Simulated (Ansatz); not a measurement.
## MnO₂: an electron-density study

Space group R-3m; the calculation finds a residual pressure of about 5 GPa at this fixed cell; spin-polarised. Net moment 3.0 μB in the 3-atom cell of the calculation; other magnetic orders weren't tried. The cell comes from a database of computed structures, not from a measurement.

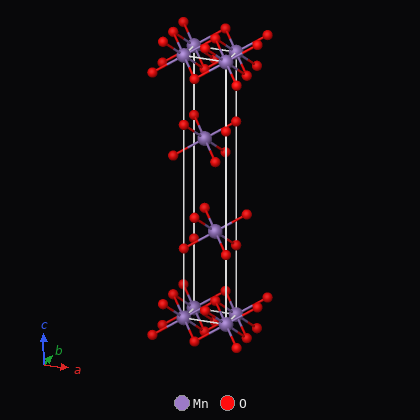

The conventional cell.

Input

```
crystal:
  lattice:
    - [-1.4284348394, 2.4741217171, 0.0]
    - [-2.8568696788, 0.0, 0.0]
    - [-1.4284348394, 0.824707239, 4.5839315268]
  atoms:
    - { symbol: Mn, position: [0.0, 0.0, 0.0], spin: 4.0 }
    - { symbol: O, position: [0.73563551, 0.73563551, 0.79309347] }
    - { symbol: O, position: [0.26436449, 0.26436449, 0.20690653] }
magnetization:
  spin_polarized: true
basis:
  ecutwfc: 420
  fft_grid_basis: typed
kpoints:
  mp_grid: { grid: [12, 12, 12] }
hamiltonian:
  xc: pbe
scf:
  occupations: { method: gaussian, width: 0.05 }
output:
  forces: true
  stress: true
  eigenvalues: true
  bader: true
  write_density: true
  volumetric_format: npy
  populations: true
  elf: true
```

Run with:

```sh
ansatz run input.yaml --threads 2 --pin off --max-ram 4096MiB --backend cpu --events-out ev --progress --plain --runs-dir out
```

The picture shows the conventional cell (a = 2.86 Å, b = 2.86 Å, c = 13.75 Å, α = 90.00°, β = 90.00°, γ = 120.00°).

All numbers below come from Ansatz, DFT PBE, scalar-relativistic, plane waves, PAW.

Core electrons are frozen (PAW), so the maps are meaningful between the atoms, not at the nuclei.

### 1. Bonding charge

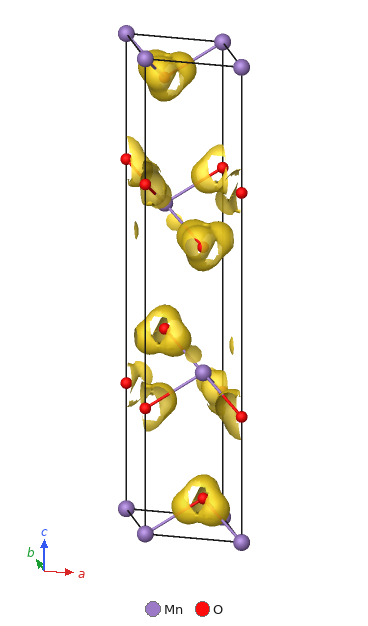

Density of the crystal less the sum of free-atom densities: yellow surfaces at +0.1, none at −0.1 e/Å³, in the conventional cell seen slightly off an axis (the regions close to the nuclei are left out). Cores are masked to 0.9 Å (Mn) and 0.6 Å (O).

Q: Read the map: where is density gained and where lost?

A: Mn–O (1.90 Å): Δρ is +0.1 e/Å³ at the midpoint (close to a masked core, so read it with care).
Mn–Mn (2.86 Å): Δρ is −0.015 e/Å³ at the midpoint.
Over the whole cell, outside the masked cores, the largest gain lies at the edge of the masked core of O, and the largest loss, 0.06 e/Å³, lies 1.2 Å from a manganese nucleus and 1.5 Å from an oxygen one.
The rearranged charge, half the integral of |Δρ|, is about 0.23 e an atom.
Bader charges: Mn +1.86 and O −0.93 e.

### 2. States by energy

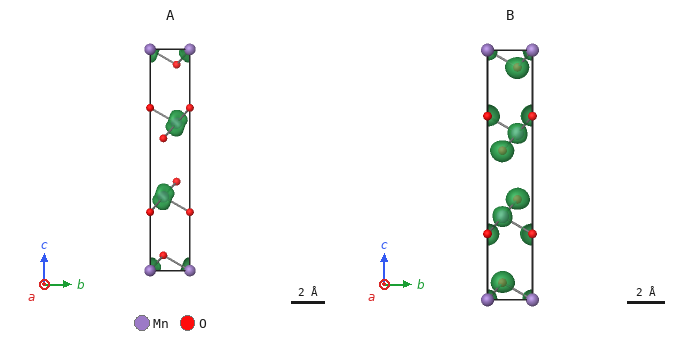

MnO₂: densities of the states in two energy windows, as isosurfaces (each at a level of its own) in the conventional cell.

Q: Match the panels to the energy ranges (zero at the valence-band maximum): −4.7 to −2.3 eV and +0.9 to +1.5 eV.

A: Panel A: +0.9 to +1.5 eV, the bottom of the conduction band, mainly Mn 3d (90 %) and O 2p (10 %).
Panel B: −4.7 to −2.3 eV, the middle third of the upper valence band, mainly O 2p (70 %) and Mn 3d (30 %).
The characters are Löwdin shares on a minimal set of atomic orbitals.

### 3. Moving an atom

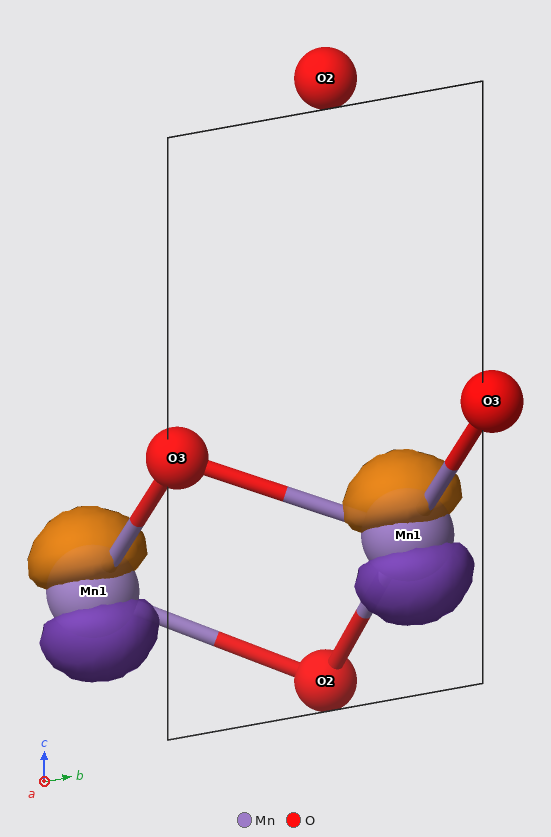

MnO₂: one atom of the 3-atom cell (and its periodic copies) was moved a little. Density after less density before, orange at +0.8 and purple at −0.8 e/Å³, seen along the a axis; cell a = 2.86 Å, b = 2.86 Å, c = 4.87 Å, α = 72.95°, β = 72.95°, γ = 60.00°. The lobes lie largely inside the PAW sphere, where the density is a smoothed one.

Q: Find the displaced atom and its direction.

A: Mn1 moved towards the orange lobe, upwards in the picture. In the run the shift was 0.05 Å roughly along [0 −1 2] in the axes of the cell drawn.

Q: What restoring force does the calculation give for this move?

A: The force on it changes by 1.30 eV/Å along the move, against it: a stiffness of about 26 eV/Å² for this sublattice shift.

### 4. Change of volume

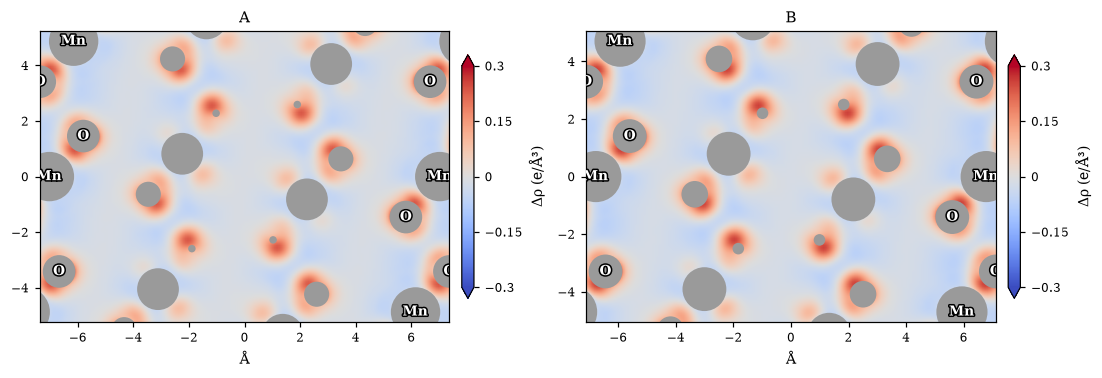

MnO₂: deformation density on the (111) plane of the conventional cell at two volumes, with the same fractional coordinates and one colour scale. Grey discs cover the cores. Panel B has 90 % of the volume of panel A.

Q: How do bonds, bonding charge and pressure respond to this change of volume?

A: The pressure is 5 GPa in A and 33 GPa in B.
- Bader charges in A: Mn +1.86 and O −0.93 e; in B: Mn +1.88 and O −0.94 e.
- The rearranged charge is 0.23 e an atom in A and 0.23 e in B.
- The net moment is 3.00 μB a cell in A and 3.00 μB in B.
- The scaled cell isn't relaxed: forces reach 2.0 eV/Å.

### 5. Putting it together

Charge passes from Mn (Pauling electronegativity 1.55) to O (3.44), the direction that the scale predicts; the Bader charges fall short of whole formal charges, as they usually do. The two pressures give a mean stiffness −ΔP/Δln V of about 265 GPa over this range, with the atoms held at their fractional positions.

Run times: 29 s (base cell), 7.2 s (state densities), 36 s (moved atom) and 26 s (scaled cell), on 2 threads of Intel(R) Xeon(R) Platinum 8259CL CPU @ 2.50GHz (Skylake/Cascade Lake), with other jobs on the host.
